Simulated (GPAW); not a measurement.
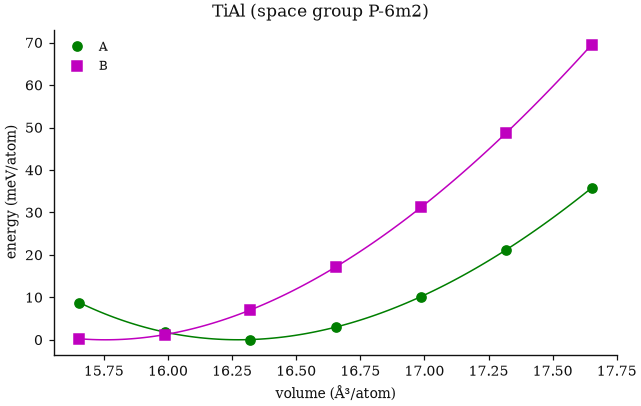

The plot gives the computed energy against volume, with one curve for each functional, for TiAl (space group P-6m2). The labels are replaced by letters. In alphabetical order the cases are: LDA; PBEsol.

Method: PAW DFT in plane waves, on a grid or in atomic orbitals, no spin polarisation; energies at scaled volumes of the given cell, shape and fractions fixed, counted from the fit's minimum, third-order Birch-Murnaghan fit (GPAW 26.7.0). All runs: no spin polarisation.

occupations Fermi–Dirac; smearing width 0.05 eV; wave cutoff 600 eV.

Q: Which letter stands for which functional?

A: A: PBEsol; B: LDA.

Keep in mind: shape and atomic fractions are frozen while scaling, which makes layered, chain and framework solids too stiff.
